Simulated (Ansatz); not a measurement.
## CdIn₂O₄: band-structure calculation (part 2 of 2)

CdIn₂O₄ (Fd-3m, 14 atoms in the cell); DFT, HSE06, plane waves, PAW, no spin polarisation (Ansatz 0.2.0); cutoff 420 eV, 4×4×4 k-mesh, fixed occupations. The structure derives from a Materials Project entry. The geometry comes from this level: r2SCAN.

## Output, continued
```
  k-point 1: bands = ["-96.8954", "-96.8954", "-56.6602", "-56.6602", "-56.6602", "-56.6599", "-56.6599", "-56.6599", "-11.4128", "-10.8984", "-10.8389", "-10.8389", "-10.6772", "-10.4224", "-10.4224", "-10.3888", "-5.9449", "-5.9449", "-5.9141", "-5.7684", "-5.7106", "-5.6934", "-5.6934", "-5.6870", "-5.6870", "-5.5706", "-5.5706", "-5.5029", "-5.4502", "-5.4502", "-5.3774", "-5.3774", "-5.3298", "-4.8272", "-4.8272", "-4.6683", "0.5373", "0.6606", "0.6606", "0.6727", "0.7042", "0.7042", "0.8161", "0.8161", "0.9061", "0.9061", "2.5966", "2.7036", "2.7036", "2.9798", "3.1937", "3.9895", "3.9895", "5.0149", "5.2732", "5.2732", "5.6331", "5.6331", "5.7398", "6.0350", "6.7823", "6.8372", "6.8372", "6.9855", "6.9855", "7.2121", "7.2262", "7.2262", "7.3988", "7.3988", "11.0601", "14.1990", "15.0335", "15.2835", "15.2835", "15.3897", "15.8492"]
  k-point 2: bands = ["-96.8954", "-96.8954", "-56.6602", "-56.6602", "-56.6601", "-56.6599", "-56.6599", "-56.6599", "-11.2677", "-10.8729", "-10.8498", "-10.7463", "-10.7463", "-10.5336", "-10.5336", "-10.4142", "-5.9018", "-5.9018", "-5.8410", "-5.7696", "-5.6861", "-5.6507", "-5.6507", "-5.5915", "-5.5883", "-5.5883", "-5.5371", "-5.5371", "-5.4529", "-5.4529", "-5.3690", "-5.3690", "-5.3298", "-5.0659", "-5.0659", "-4.6639", "0.4379", "0.5385", "0.6569", "0.6569", "0.6835", "0.6835", "0.8457", "0.8457", "0.8767", "0.8767", "2.7622", "2.9986", "2.9986", "3.4400", "4.0094", "4.0094", "4.3131", "4.4690", "4.9961", "5.3163", "5.3163", "5.7107", "5.7107", "5.8505", "6.1266", "6.3810", "6.3810", "6.8100", "6.8100", "7.0767", "7.1454", "7.1454", "7.4379", "7.4379", "12.7529", "12.9169", "15.1834", "15.9171", "15.9542", "15.9542", "16.2548"]
  k-point 7: bands = ["-96.8954", "-96.8954", "-56.6602", "-56.6602", "-56.6600", "-56.6600", "-56.6599", "-56.6599", "-11.0604", "-11.0604", "-10.7453", "-10.7453", "-10.6104", "-10.6104", "-10.5861", "-10.5861", "-5.8098", "-5.8098", "-5.7504", "-5.7504", "-5.7195", "-5.7195", "-5.6135", "-5.6135", "-5.5620", "-5.5620", "-5.5219", "-5.5219", "-5.4877", "-5.4877", "-5.4311", "-5.4311", "-5.1833", "-5.1833", "-4.9372", "-4.9372", "0.4101", "0.4101", "0.6845", "0.6845", "0.7148", "0.7148", "0.8224", "0.8224", "0.8303", "0.8303", "2.9757", "2.9757", "3.7368", "3.7368", "4.4940", "4.4940", "4.5100", "4.5100", "4.7832", "4.7832", "4.8465", "4.8465", "5.9021", "5.9021", "6.2098", "6.2098", "6.5787", "6.5787", "6.7202", "6.7202", "6.8854", "6.8854", "7.3003", "7.3003", "14.0169", "14.0169", "14.2607", "14.2607", "16.4888", "16.4888", "17.1775"]
```

## File rho_z.tsv
```
# z_ang	rho[e/angstrom^3]
# format = ansatz-planar-average/11
# lattice	0.000000000	4.600364495	4.600364495
# lattice	4.600364495	0.000000000	4.600364495
# lattice	4.600364495	4.600364495	0.000000000
# sites	14
# site	48	2.300182247	2.300182247	2.300182247
# site	48	0.000000000	0.000000000	0.000000000
# site	49	5.750455619	3.450273371	3.450273371
# site	49	5.750455619	5.750455619	5.750455619
# site	49	3.450273371	5.750455619	3.450273371
# site	49	3.450273371	3.450273371	5.750455619
# site	8	7.929890009	7.929890009	7.929890009
# site	8	3.571021228	5.629707762	5.629707762
# site	8	5.629707762	5.629707762	3.571021228
# site	8	5.629707762	3.571021228	5.629707762
# site	8	5.871203476	5.871203476	7.929890009
# site	8	5.871203476	7.929890009	5.871203476
# site	8	3.571021228	3.571021228	3.571021228
# site	8	7.929890009	5.871203476	5.871203476
0.000000	7.742591e-1
0.144576	7.411749e-1
0.289151	6.857573e-1
0.433727	6.234964e-1
0.578302	5.711035e-1
0.722878	5.404314e-1
0.867453	5.369175e-1
1.012029	5.610823e-1
1.156604	6.089007e-1
1.301180	6.701361e-1
1.445755	7.289211e-1
1.590331	7.685819e-1
1.734906	7.816909e-1
1.879482	7.791751e-1
2.024057	7.830753e-1
2.168633	8.053449e-1
2.313208	8.369671e-1
2.457784	8.564753e-1
2.602359	8.432601e-1
2.746935	7.860843e-1
2.891510	6.907905e-1
3.036086	5.857573e-1
3.180661	5.128371e-1
3.325237	5.041098e-1
3.469812	5.659152e-1
3.614388	6.810680e-1
3.758963	8.164051e-1
3.903539	9.290965e-1
4.048114	9.794879e-1
4.192690	9.487495e-1
4.337265	8.484422e-1
4.481841	7.145815e-1
4.626416	5.907677e-1
4.770992	5.132856e-1
4.915567	5.039126e-1
5.060143	5.629071e-1
5.204718	6.638863e-1
5.349294	7.651127e-1
5.493869	8.332179e-1
5.638445	8.568909e-1
5.783020	8.438808e-1
5.927596	8.131149e-1
6.072171	7.869261e-1
6.216747	7.787488e-1
6.361322	7.817080e-1
```

## File v_z.tsv
```
# z_ang	v_es[eV]	v_tot[eV]
# format = ansatz-planar-average/11
# xc	hse06
# density_cutoff_ev	1680
# datasets	Cd=:simpson_from_first_knot:soft:fock:shift=0	In=:simpson_from_first_knot:soft:fock:shift=0	O=:simpson_from_first_knot:soft:fock:shift=0
# lattice	0.000000000	4.600364495	4.600364495
# lattice	4.600364495	0.000000000	4.600364495
# lattice	4.600364495	4.600364495	0.000000000
# sites	14
# site	48	2.300182247	2.300182247	2.300182247
# site	48	0.000000000	0.000000000	0.000000000
# site	49	5.750455619	3.450273371	3.450273371
# site	49	5.750455619	5.750455619	5.750455619
# site	49	3.450273371	5.750455619	3.450273371
# site	49	3.450273371	3.450273371	5.750455619
# site	8	7.929890009	7.929890009	7.929890009
# site	8	3.571021228	5.629707762	5.629707762
# site	8	5.629707762	5.629707762	3.571021228
# site	8	5.629707762	3.571021228	5.629707762
# site	8	5.871203476	5.871203476	7.929890009
# site	8	5.871203476	7.929890009	5.871203476
# site	8	3.571021228	3.571021228	3.571021228
# site	8	7.929890009	5.871203476	5.871203476
0.000000	8.503933e0	4.484171e-1
0.144576	8.073581e0	1.945392e-1
0.289151	7.606749e0	-9.058024e-2
0.433727	7.172930e0	-3.245828e-1
0.578302	6.806473e0	-5.974021e-1
0.722878	6.585681e0	-7.884340e-1
0.867453	6.558637e0	-8.111748e-1
1.012029	6.736050e0	-6.580612e-1
1.156604	7.070759e0	-3.919770e-1
1.301180	7.496792e0	-1.464635e-1
1.445755	7.951386e0	1.116718e-1
1.590331	8.420242e0	4.175119e-1
1.734906	8.546538e0	2.838235e-1
1.879482	8.060824e0	-5.322718e-1
2.024057	7.215361e0	-1.697757e0
2.168633	6.280364e0	-2.922777e0
2.313208	5.451250e0	-3.953015e0
2.457784	4.909856e0	-4.594364e0
2.602359	4.763879e0	-4.741667e0
2.746935	4.976346e0	-4.441482e0
2.891510	5.297168e0	-3.995591e0
3.036086	5.444702e0	-3.724561e0
3.180661	5.433816e0	-3.657498e0
3.325237	5.258656e0	-3.802538e0
3.469812	4.659506e0	-4.402319e0
3.614388	3.781869e0	-5.309421e0
3.758963	3.031738e0	-6.086697e0
3.903539	2.548514e0	-6.619426e0
4.048114	2.367440e0	-6.851529e0
4.192690	2.474916e0	-6.709897e0
4.337265	2.883951e0	-6.242986e0
4.481841	3.572599e0	-5.526118e0
4.626416	4.447921e0	-4.619672e0
4.770992	5.154442e0	-3.903726e0
4.915567	5.414855e0	-3.665696e0
5.060143	5.451211e0	-3.692928e0
5.204718	5.355558e0	-3.904596e0
5.349294	5.060057e0	-4.328219e0
5.493869	4.789458e0	-4.700708e0
5.638445	4.834507e0	-4.679827e0
5.783020	5.283074e0	-4.154960e0
5.927596	6.055311e0	-3.208308e0
6.072171	6.982487e0	-2.007833e0
6.216747	7.869678e0	-8.049909e-1
6.361322	8.478617e0	1.350304e-1
```

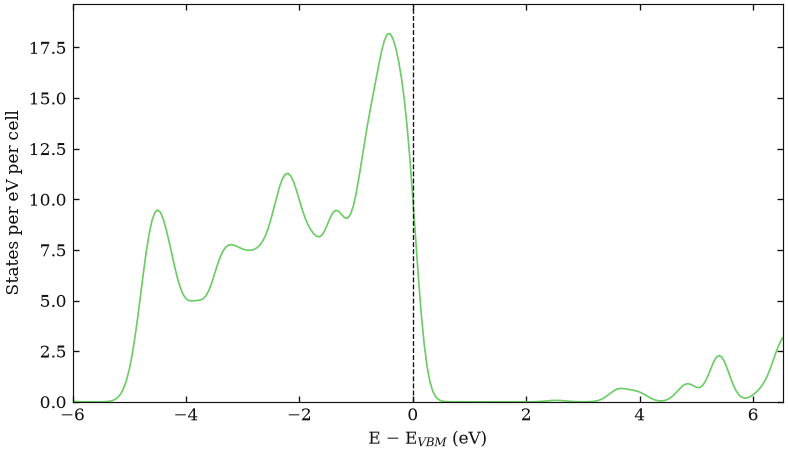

Density of states (the curve is built from the levels of the k mesh with Gaussians 0.4 eV wide, which also blur the band edges), with energies from the valence-band top. There is a gap of 2.53 eV on the k-point mesh. Small ripples come from the finite k-point mesh.

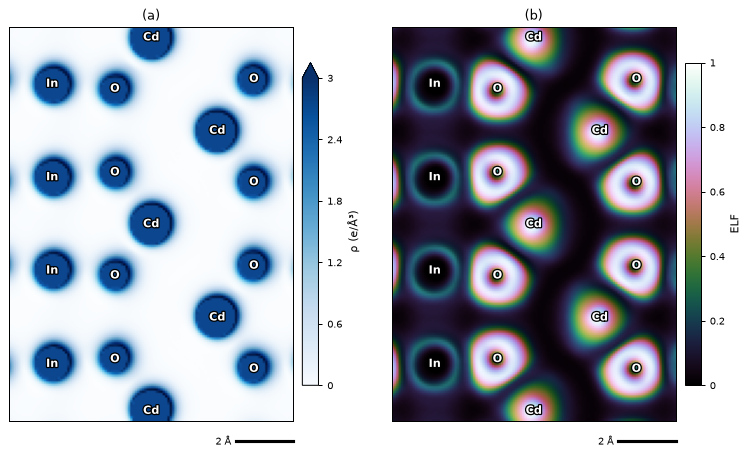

(a) valence pseudo-density; (b) electron localisation function on the (110) plane of the conventional cell. In–O (2.19 Å): the density is about 0.49 e/Å³ at the midpoint; the ELF is about 0.15 at the midpoint. Cd–O (2.20 Å): ρ at the midpoint is about 0.48 e/Å³; the ELF peaks at about 0.85 in the valence shell of O, 0.6 Å from its nucleus, and drops to about 0.10 between the two atoms. Away from the nuclei the density in this plane falls to 0.02 e/Å³ at its lowest. The strong features right at Cd lie inside the PAW spheres (semicore, d or f shells) and say nothing about bonding. Core electrons are frozen (PAW), so the fields are smoothed inside the atomic spheres.

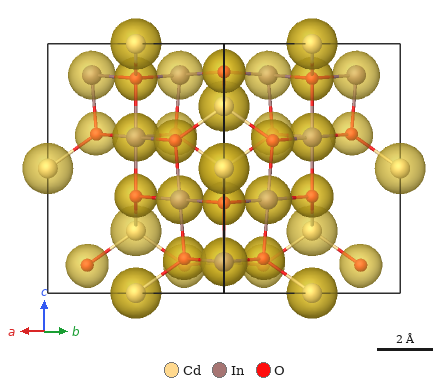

Isosurface of the valence electron density at 0.8 e/Å³ (yellow), seen along [110]. Sticks mark near contacts. The outline is the cell set on symmetry axes. At this value the density breaks into separate islands; it holds about 75 % of the electrons treated as valence (semicore included). It is pinched off along the In–O (2.19 Å) and Cd–O (2.20 Å) contacts. On the grid the lowest density along these lines, outside the cores, is 0.49 e/Å³ (In–O, 2.19 Å) and 0.47 e/Å³ (Cd–O, 2.20 Å).

The run was set up as follows.

## Input file
```yaml
crystal:
  lattice:
    - [0.0, 4.600364495, 4.600364495]
    - [4.600364495, 0.0, 4.600364495]
    - [4.600364495, 4.600364495, 0.0]
  atoms:
    - { symbol: Cd, position: [0.25, 0.25, 0.25] }
    - { symbol: Cd, position: [0.0, 0.0, 0.0] }
    - { symbol: In, position: [0.125, 0.625, 0.625] }
    - { symbol: In, position: [0.625, 0.625, 0.625] }
    - { symbol: In, position: [0.625, 0.125, 0.625] }
    - { symbol: In, position: [0.625, 0.625, 0.125] }
    - { symbol: O, position: [0.8618762728, 0.8618762728, 0.8618762728] }
    - { symbol: O, position: [0.8356288185, 0.3881237272, 0.3881237272] }
    - { symbol: O, position: [0.3881237272, 0.3881237272, 0.8356288185] }
    - { symbol: O, position: [0.3881237272, 0.8356288185, 0.3881237272] }
    - { symbol: O, position: [0.8618762728, 0.8618762728, 0.4143711815] }
    - { symbol: O, position: [0.8618762728, 0.4143711815, 0.8618762728] }
    - { symbol: O, position: [0.3881237272, 0.3881237272, 0.3881237272] }
    - { symbol: O, position: [0.4143711815, 0.8618762728, 0.8618762728] }
kpoints:
  mp_grid: { grid: [4, 4, 4] }
  band_path:
    path:
      - [0.0, 0.0, 0.0]
      - [0.5, 0.0, 0.5]
      - [0.625, 0.25, 0.625]
      - [0.375, 0.375, 0.75]
      - [0.5, 0.5, 0.5]
      - [0.5, 0.25, 0.75]
      - [0.0, 0.0, 0.5]
    npoints: 1
hamiltonian:
  xc: hse06
scf:
  occupations: { method: fixed }
  n_extra_bands: 7
output:
  forces: true
  stress: true
  eigenvalues: true
  write_density: true
  write_potential: true
  elf: true
  volumetric_format: npy
```

## Summary

| quantity | value |
| --- | --- |
| outcome | converged |
| space group (tolerance 0.01 Å) | Fd-3m (227) |
| electrons treated | 140 |
| free energy | −43461.5340 eV |
| Fermi energy | 7.438 eV |
| gap on the k-point mesh | 2.53 eV |
| pressure | −0.62 GPa |
| largest force (length of the vector) | 0.070 eV/Å |
| hardware | 1 × NVIDIA H100 80GB HBM3, 2 threads of AMD EPYC (Zen 3), 144 GiB of memory available, shared host |
| wall time | 1.8 min (CPU time 3.4 min) |
| peak memory | 4.1 GiB |

The program warns: the exchange loop's threshold is looser than advised for the stress; the SCF threshold is looser than advised for the printed stress.
